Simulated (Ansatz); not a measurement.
Read the following structure.

```
Ta N
1.0
     3.00050    0.00000    0.00000
    -1.50025    2.59851    0.00000
     0.00000    0.00000    7.44993
Ta N
3 1
Direct
  0.00000 0.00000 0.50000
  0.33333 0.66667 0.17259
  0.66667 0.33333 0.82741
  0.00000 0.00000 0.00000
```

Question: What does this file describe?

Answer: Its composition is Ta3N. The lattice is primitive hexagonal and the space group P-3m1 (No. 164). The cell comprises 1 formula unit: 3 Ta, 1 N.

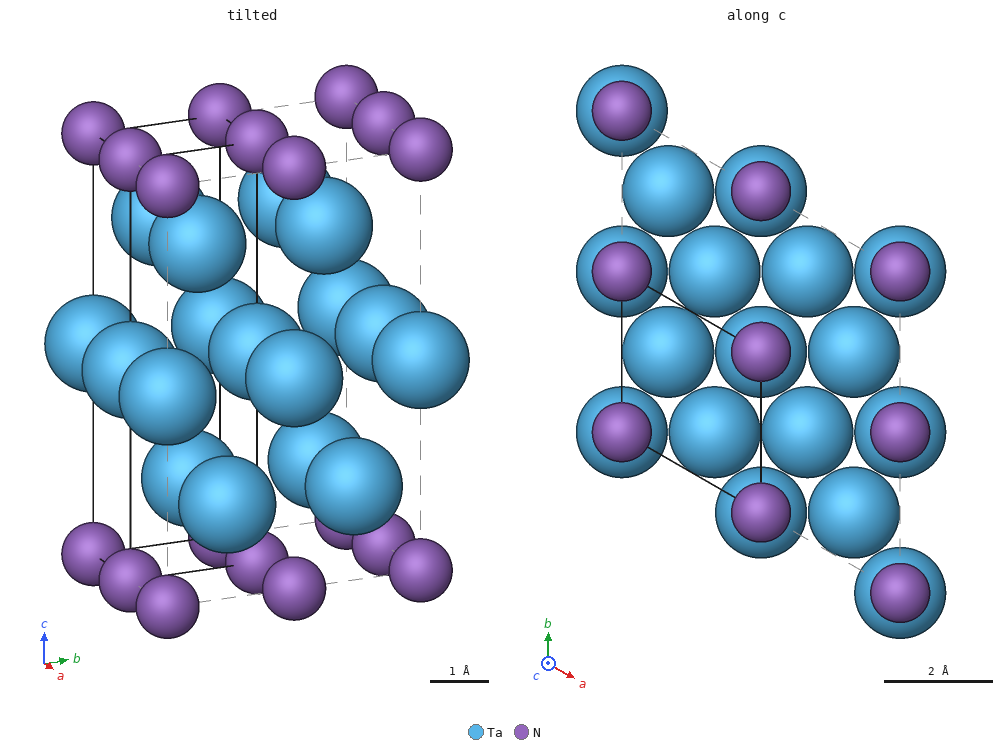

The figure gives a spheres-only picture of the atoms, viewed slightly off an axis and along the c axis. The conventional unit cell (solid box) is repeated to 2×2×1 cells. Colours: tantalum blue, nitrogen purple.

Provenance: a structure listed in the Materials Project. Earlier steps of the study, as a rule a relaxation of our own, may have changed the cell and positions, so they can lie some per cent off the listed ones. It went into a calculation with Ansatz.
